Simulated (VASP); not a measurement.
Consider Mg.

```
Mg
1.0
    -1.81587    1.80048    1.65543
    -1.88281   -1.88472   -1.63652
     1.79857   -1.90125    1.74668
Mg
1
Direct
  0.00000 0.00000 0.00000
```

Space group P-1; a structure from a database of computed crystals, not necessarily the ambient phase; changed on purpose from its base cell (all atoms moved at random, cell strained at random).

Computed with Kohn-Sham DFT of a periodic cell, PBEsol, VASP PAW PBE potentials, recommended (VASP).

Q: What can the converged valence pseudo-density and electron localisation function tell about the bonding?

A: Mg–Mg (3.15 Å): ρ is about 0.1 e/Å³ halfway; the ELF peaks at about 0.60 between the atoms.

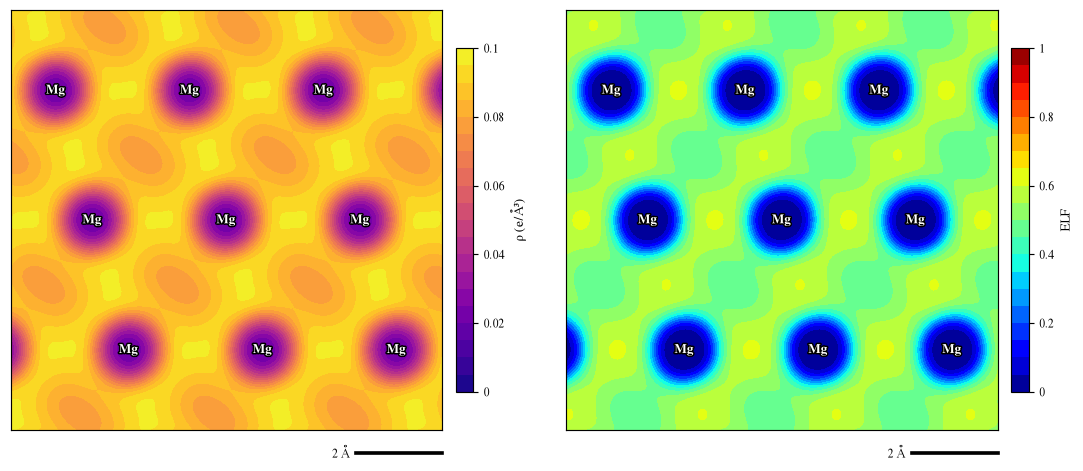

Computed valence pseudo-density and electron localisation function on the (100) plane of the conventional cell, in this order. 
